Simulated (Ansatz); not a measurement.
**Zr3S: density, localisation and related maps**

Input

```
crystal:
  lattice:
    - [5.9159148, 0.0, 0.0]
    - [-2.9579574, 5.1233325035, 0.0]
    - [0.0, 0.0, 5.7488940279]
  atoms:
    - { symbol: Zr, position: [0.319202783, 0.0, 0.0] }
    - { symbol: Zr, position: [0.319202783, 0.319202783, 0.5] }
    - { symbol: Zr, position: [0.0, 0.319202783, 0.0] }
    - { symbol: Zr, position: [0.680797217, 0.0, 0.5] }
    - { symbol: Zr, position: [0.680797217, 0.680797217, 0.0] }
    - { symbol: Zr, position: [0.0, 0.680797217, 0.5] }
    - { symbol: S, position: [0.3333333333, 0.6666666667, 0.25] }
    - { symbol: S, position: [0.6666666667, 0.3333333333, 0.75] }
basis:
  ecutwfc: 420
kpoints:
  mp_grid: { grid: [6, 6, 6] }
hamiltonian:
  xc: pbe
scf:
  occupations: { method: gaussian, width: 0.1 }
output:
  forces: true
  stress: true
  eigenvalues: true
  write_density: true
  write_potential: true
  elf: true
  volumetric_format: npy
relax:
  adjacent_minimum: "off"
  f_tol: 0.005
  max_steps: 80
  cell: { stress_tol: 0.05 }
```

Launched as:

```sh
ansatz run input.yaml --threads 4 --pin off --max-ram 12288MiB --backend cpu --events-out ev --progress --plain --runs-dir out
```

Below, planes, directions and counts refer to the conventional cell (a = 5.91 Å, b = 5.91 Å, c = 5.75 Å, α = 90.00°, β = 90.00°, γ = 120.00°).

Space group P6₃22.

All numbers below come from Ansatz, DFT PBE, scalar-relativistic, plane waves, PAW.

Core electrons are frozen (PAW), and the valence fields are smoothed inside the atomic spheres.

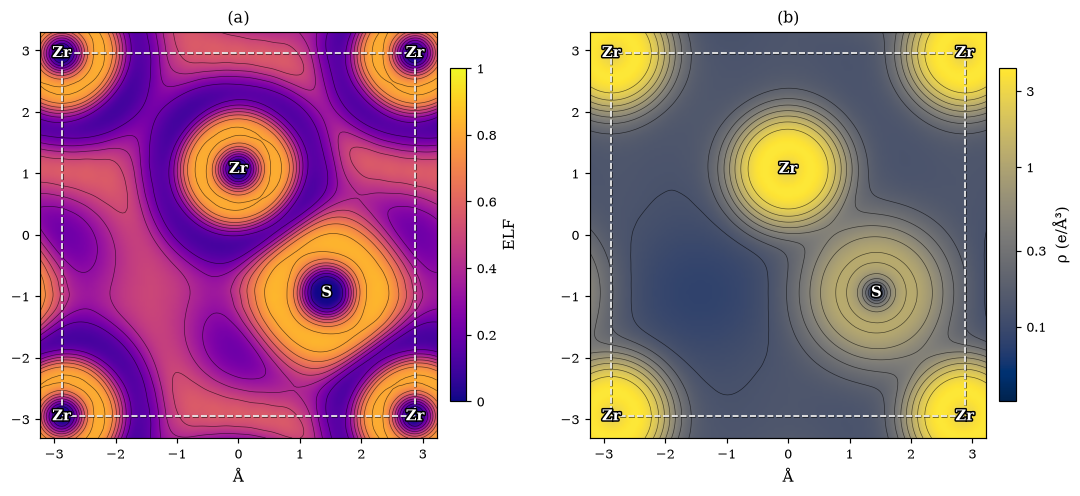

Figure 1. (a) electron localisation function; (b) valence charge density (pseudo) on the (11̄0) plane of the conventional cell.

> Describe what can be read from this map.

- Atoms in the plane: Zr and S.
- Zr–S (2.47 Å): ρ at the midpoint is about 0.44 e/Å³; the ELF peaks at about 0.80 in the valence shell of S, 0.8 Å from its nucleus, and is about 0.25 at the midpoint: no localised pair shows between them.
- Between the atoms the lowest density in this plane is 0.08 e/Å³.
- The features right at Zr lie inside the PAW spheres, where the map follows smoothed inner orbitals and isn't to be read closely.

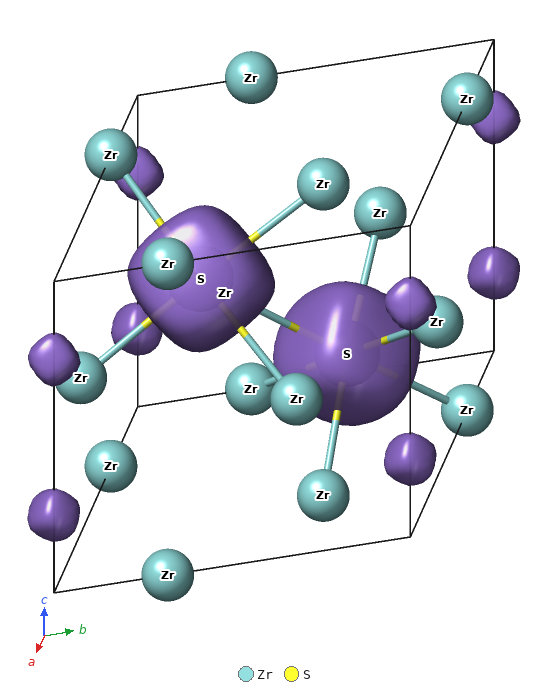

Figure 2. Isosurface of the ELF at 0.65 (purple), seen at an oblique angle. Core shells and regions of very low density are left out. Sticks mark near contacts.

> What do the ELF domains correspond to?

The ELF exceeds this value in two regions wrapped around S (the valence shell of each) and two pockets between the atoms, centred on no nucleus (multi-centre or interstitial), counted in one cell of 8 atoms. Regions shared between cells count once.

> Does the calculation give a band gap?

It is gapless in this calculation (a metal or semimetal).
